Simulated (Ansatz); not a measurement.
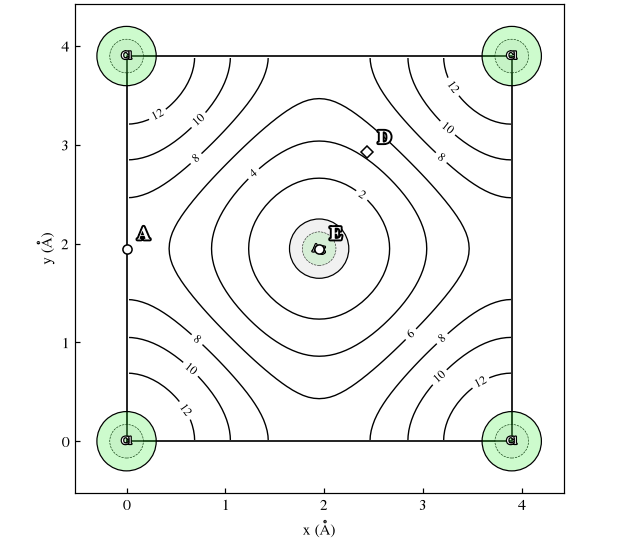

H on an AgCl(100) slab cut from the Fm-3m phase, its upper half relaxed before the scan (4 atoms of substrate and one adsorbate in a 1 × 1 cell). H is moved over the surface cell at a fixed height above a rigid substrate; the origin of the map has the adsorbate above Cl4; the height is held at 3.30 Å. Places are given modulo a cell vector. The map is drawn in real space over the plane of the surface. The scan uses an 8 × 8 grid; 15 points were computed and 49 follow by symmetry. Energies are in meV, from the lowest grid point. With one adsorbate in each 1 × 1 cell, its nearest image is 3.9 Å away, so neighbouring adsorbates interact. At a fixed height the lowest place need not be the adsorption site. Level of theory: DFT PBE+D3(BJ), scalar-relativistic, plane waves, PAW (Ansatz 0.2.0). Settings: cutoff 420 eV, k-mesh 7×7×1, gaussian smearing 0.05 eV, spin-polarised.

The picture shows contour lines labelled in meV, labelled circles for the atoms of the top layer and small ones for the second layer, the outline of one cell of the plane, lettered points. Between grid points the surface is interpolated.

**Is A the lowest point of the computed grid?**

No. A lies 6.8 meV above the lowest grid point, which is at the top site over a surface Ag atom, (4/8, 4/8) of the cell vectors.

**What kind of point is each of A, D, E: minimum, saddle, maximum or slope?**

A: saddle point; D: on a slope; E: minimum. (In these two coordinates alone; a stationary point may lie a little off the grid point.)

**Rank the lettered points by energy, lowest first.**

E (0.0 meV), D (4.4 meV), A (6.8 meV).
